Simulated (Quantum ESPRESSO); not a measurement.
## Pb: 7 runs along one coordinate

System: Pb (Fm-3m, 1 atom in the cell).
Method: Kohn-Sham DFT of a periodic cell, vdW-DF-C09, PseudoDojo 0.4.1 SR PBE standard, no spin polarisation (Quantum ESPRESSO 7.5).

The 7 runs differ only in the geometry, by an even scaling of the cell at fixed fractional positions. The structure derives from an entry of the Crystallography Open Database.

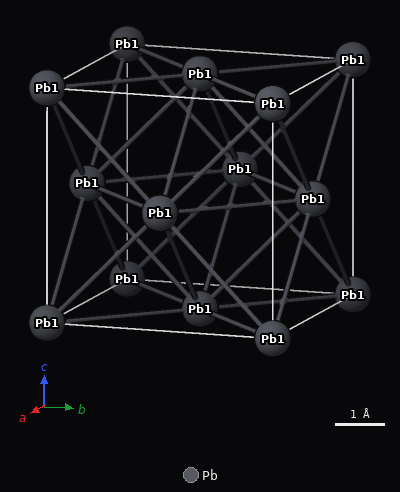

Figure 1. The structure of run 4 (ball-and-stick view of the cell 4 times as large as that of the calculation, set on its symmetry axes, seen slightly off an axis; atoms are numbered from 1 in the order of the input).

**Input of run 4**
```
&CONTROL
  calculation = 'scf'
  prefix = 'pwscf'
  outdir = './tmp'
  pseudo_dir = './pseudo'
  tprnfor = .true.
  tstress = .true.
  disk_io = 'nowf'
/
&SYSTEM
  ibrav = 0
  nat = 1
  ntyp = 1
  ecutwfc = 56
  nbnd = 13
  input_dft = 'vdw-df-c09'
  occupations = 'smearing'
  smearing = 'fd'
  degauss = 0.00367493
/
&ELECTRONS
  conv_thr = 2d-10
  electron_maxstep = 120
  mixing_beta = 0.5
/
ATOMIC_SPECIES
Pb   207.2000 Pb.upf
CELL_PARAMETERS angstrom
   0.0000000000    2.4750200000    2.4750200000
   2.4750200000    0.0000000000    2.4750200000
   2.4750200000    2.4750200000    0.0000000000
ATOMIC_POSITIONS crystal
Pb     0.0000000000    0.0000000000    0.0000000000
K_POINTS automatic
9 9 9 0 0 0
```

Command:
```bash
OMP_NUM_THREADS=1 pw.x -in pw.in > pw.out
```

Run 5 differs from it as follows:
```diff
-   0.0000000000    2.4750200000    2.4750200000
-   2.4750200000    0.0000000000    2.4750200000
-   2.4750200000    2.4750200000    0.0000000000
+   0.0000000000    2.4914113386    2.4914113386
+   2.4914113386    0.0000000000    2.4914113386
+   2.4914113386    2.4914113386    0.0000000000
```

**Results, with one run withheld**

| run | volume per atom (Å³) | free energy per atom, from the lowest run given (meV) | pressure (GPa) |
| --- | --- | --- | --- |
| 1 | 28.503 | 11.27 | 2.73 |
| 2 | 29.110 | 3.38 | 1.46 |
| 3 | 29.716 | 0.00 | 0.34 |
| 4 | 30.323 | 0.60 | −0.64 |
| 5 | 30.929 | ? | ? |
| 6 | 31.535 | 11.82 | −2.26 |
| 7 | 32.142 | 21.67 | −2.93 |

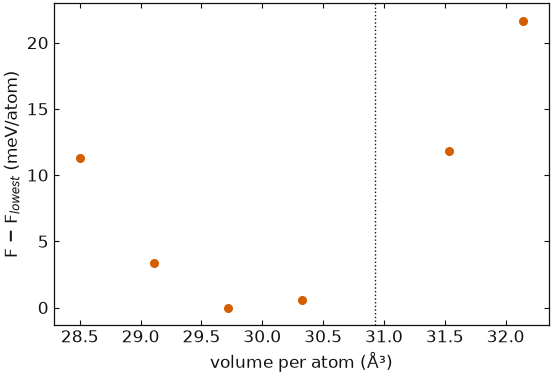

Figure 2. Free energy per atom of the runs given; the dotted line marks run 5.

What should run 5 give?

A cubic polynomial in V^(−2/3) (the Birch–Murnaghan form), fitted to the 6 runs given, misses them by under 0.01 meV per atom. With x = V^(−2/3) − 0.10317 Å⁻², it reads F = 0.11777 − 1128.5 x + 9.5427e+05 x² + 6.237e+06 x³ (meV per atom). At run 5 it gives 4.68 meV per atom, and the run itself gives 4.69. The slope of the fit gives a pressure −dF/dV of −1.50 GPa there, and the run prints −1.50 GPa. The fit has its minimum at 29.920 Å³ per atom, where V d²F/dV² gives 49.5 GPa: the bulk modulus at this level, since symmetry fixes the shape and the positions.

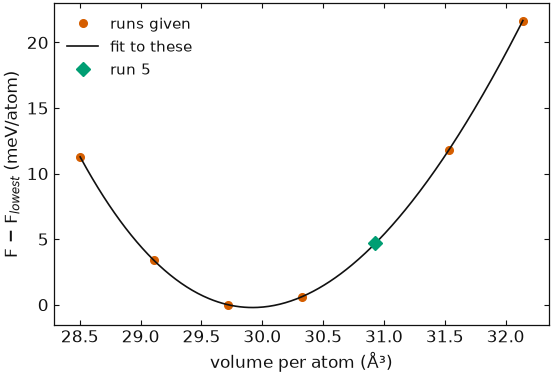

Figure 3. The fit and the withheld run.

**Some lines of the output (run 5)**
```
[...]
     unit-cell volume          =     208.7194 (a.u.)^3
     number of k points=    35  Fermi-Dirac smearing, width (Ry)=  0.0037
     total energy              =    -140.62088561 Ry
     total energy              =    -140.62159895 Ry
     total energy              =    -140.62163209 Ry
     total energy              =    -140.62163299 Ry
     total energy              =    -140.62163311 Ry
     total energy              =    -140.62163312 Ry
     the Fermi energy is    10.7994 ev
!    total energy              =    -140.62163312 Ry
     The total energy is F=E-TS. E is the sum of the following terms:
     Computing stress (Cartesian axis) and pressure
          total   stress  (Ry/bohr**3)                   (kbar)     P=      -15.00
```

Notes: The record of the run, not the program, notes: potentials made for another functional. Points of doubt noted for this run: potentials made for another functional. Spin–orbit coupling is left out, which matters for Pb.
